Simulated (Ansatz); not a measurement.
**ZnO: density, localisation and related maps**

```xyz
4
Lattice="3.2352 0.0000 0.0000 -1.6176 2.8018 0.0000 0.0000 0.0000 5.2114" Properties=species:S:1:pos:R:3 pbc="T T T"
Zn    0.0000    1.8679    0.0065
Zn    1.6176    0.9339    2.6122
O     0.0000    1.8679    1.9848
O     1.6176    0.9339    4.5905
```

Space group P6₃mc.

Theory: DFT r2SCAN, scalar-relativistic, plane waves, PAW (Ansatz).

Core electrons are frozen (PAW), and the valence fields are smoothed inside the atomic spheres.

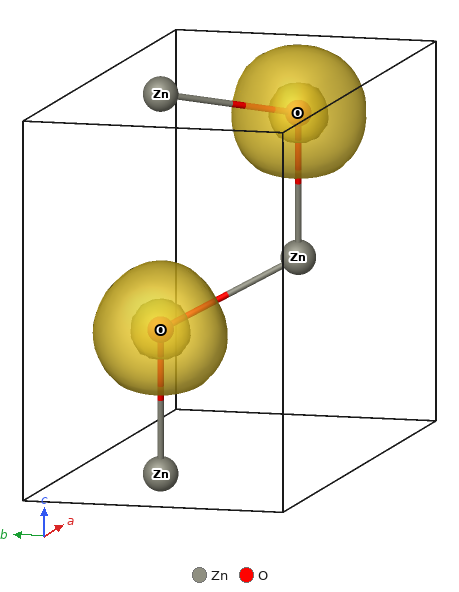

Figure 1. Isosurface of the electron localisation function at 0.7 (yellow), seen at an oblique angle. Only the valence region is drawn (cores and ρ < 0.01 e/Å³ removed). Sticks mark near contacts.

Describe the localisation domains.

At this value the surface marks out two regions wrapped around O (the valence shell of each), counted in one cell of 4 atoms. Any copies at cell faces, edges or corners count once. Along the contacts the grid gives the following. Zn–O (1.97 Å): the ELF peaks at about 0.85 in the valence shell of O, 0.6 Å from its nucleus, and is about 0.25 at the midpoint; no localised pair shows between them.

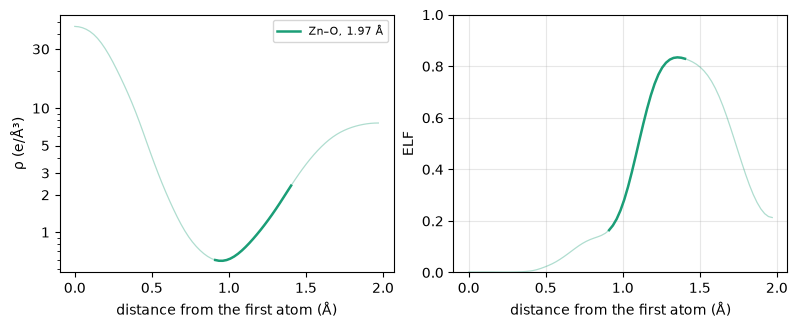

Figure 2. Valence pseudo-density and electron localisation function along straight lines between neighbouring atoms. Thin, pale parts lie inside the atomic spheres.

What can be read from the curves?

Zn–O (1.97 Å): ρ is about 0.6 e/Å³ halfway; the ELF peaks at about 0.85 in the valence shell of O, 0.6 Å from its nucleus, and is about 0.25 at the midpoint; no localised pair shows between them.

Metal or insulator at this level of theory?

It is gapped, with a Kohn–Sham gap of 1.2 eV on the k-point mesh (the band edges may lie off the mesh, which would make the gap smaller).
